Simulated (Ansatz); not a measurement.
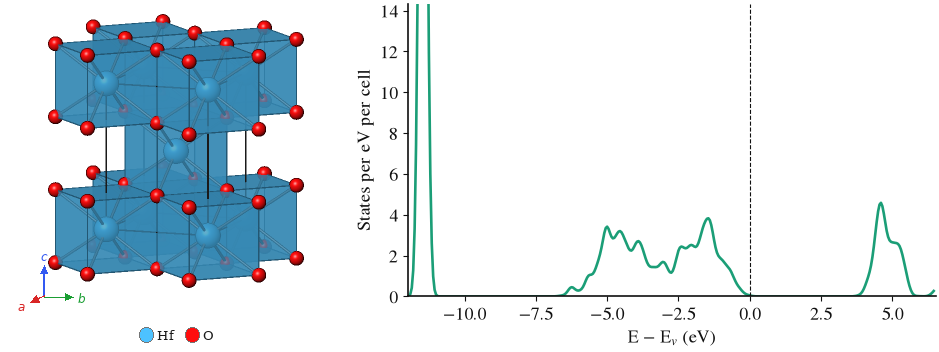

Density of states, beside the structure. Energies are counted from the top of the valence band. The curve is built from the levels of the k mesh with Gaussians 0.3 eV wide, which also blur the band edges.

System: HfO₂, space group I4/mmm, 3 atoms in the cell, fluorite type, epitaxial (xy) strain +2.7%.

```cif
data_structure
_symmetry_space_group_name_H-M 'I4/mmm'
_symmetry_Int_Tables_number 139
_cell_length_a 3.6745
_cell_length_b 3.6745
_cell_length_c 5.0143
_cell_angle_alpha 90.000
_cell_angle_beta 90.000
_cell_angle_gamma 90.000
_cell_volume 67.70
loop_
_atom_site_label
_atom_site_type_symbol
_atom_site_symmetry_multiplicity
_atom_site_Wyckoff_symbol
_atom_site_fract_x
_atom_site_fract_y
_atom_site_fract_z
_atom_site_occupancy
Hf1 Hf 2 a 0.00000 0.00000 0.00000 1
O1 O 4 d 0.00000 0.50000 0.25000 1
```

Computed with Ansatz 0.2.0: DFT, r2SCAN, plane waves, PAW, no spin polarisation, 8×8×8 k mesh.

Metal or insulator, going by the density of states?

Answer. There is a gap; over the k points computed it is 3.86 eV.

How wide is the upper valence band?

Answer. The upper group of valence states starts about 6.3 eV under the valence-band top, with a gap beneath it; it holds about 12 electrons a cell.

The cell is at −11 GPa in this functional. Spin-orbit coupling is left out, which matters for Hf.
